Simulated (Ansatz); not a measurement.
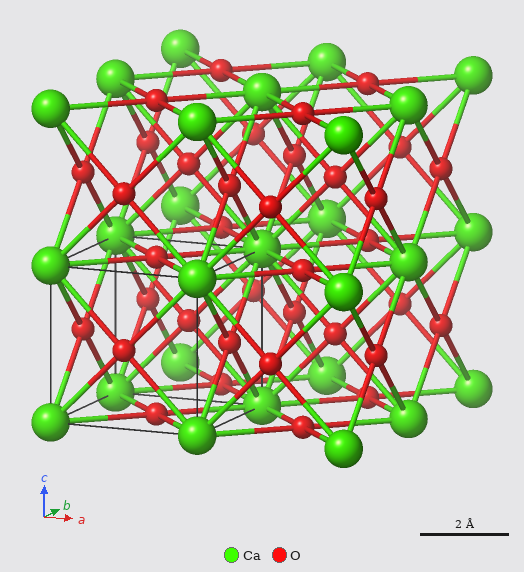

This is the input geometry for a relaxation of solid CaO3 (built on the Cu3Au (L1_2)_221 type) (coarse preliminary run). Style: ball-and-stick. Shown: the cell of the calculation, repeated 2 × 2 × 2 with one cell outlined, slightly off an axis.

Case: Cu3Au (L1_2) type (Pm-3m, No. 221).

Method: DFT PBE, scalar-relativistic, plane waves, PAW (Ansatz).

Input file:
```yaml
crystal:
  lattice:
    - [3.6767037745, 0.0, 0.0]
    - [0.0, 3.6767037745, 0.0]
    - [0.0, 0.0, 3.6767037745]
  atoms:
    - { symbol: Ca, position: [0.0, 0.0, 0.0] }
    - { symbol: O, position: [0.0, 0.5, 0.5], spin: 1.46 }
    - { symbol: O, position: [0.5, 0.0, 0.5], spin: 1.46 }
    - { symbol: O, position: [0.5, 0.5, 0.0], spin: 1.46 }
basis:
  ecutwfc: 420
kpoints:
  mp_grid: { grid: [6, 6, 6] }
hamiltonian:
  xc: pbe
scf:
  occupations: { method: gaussian, width: 0.1 }
  lower_state_search: "off"
output:
  forces: true
  stress: true
  eigenvalues: true
  populations: true
magnetization:
  spin_polarized: true
relax:
  adjacent_minimum: "off"
  f_tol: 0.04
  max_steps: 70
  cell: { stress_tol: 0.4 }
```

Command:
```bash
ansatz run input.yaml --threads 1 --pin off --max-ram 2560MiB --backend cpu --events-out ev --progress --plain --runs-dir out
```

### What does the optimiser find from here?

After 3 accepted moves (5 points after the start) the energy has fallen by 12.7 meV per atom. All forces vanish by symmetry, so only the cell relaxes. The pressure goes from −4.86 to −0.04 GPa. At 2 points the geometry stayed and the basis and grid were re-selected for the new cell (energy shift of 2.5 meV per atom at most each time). The atoms keep their places relative to the cell (all moves are under 0.005 Å). Cell: a = b = c 3.677 → 3.598 Å (−2.1 %). Volume −6.3 %. Among the contacts that change: Ca1–O2 2.600 → 2.544 Å. The space group stays Pm-3m (No. 221). The run took 15 s on 1 thread of Arm Neoverse V2 (shared host), peak memory 0.29 GiB.

The structure at the end:

```
Ca O
1.0
     3.59821    0.00000    0.00000
     0.00000    3.59821    0.00000
     0.00000    0.00000    3.59821
Ca O
1 3
Direct
  0.00000 0.00000 0.00000
  0.00000 0.50000 0.50000
  0.50000 0.00000 0.50000
  0.50000 0.50000 0.00000
```

After the run, drawn alike:

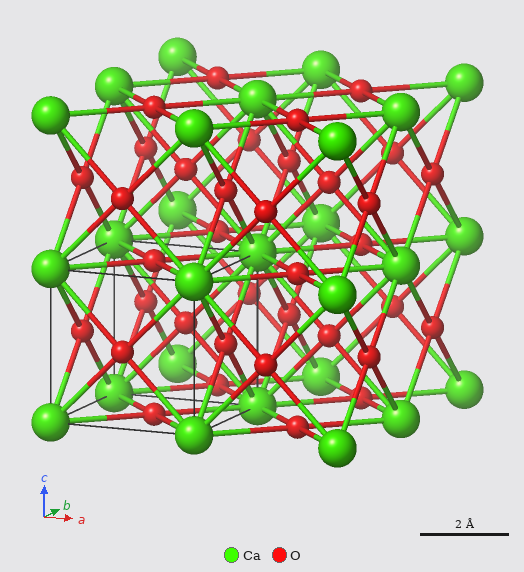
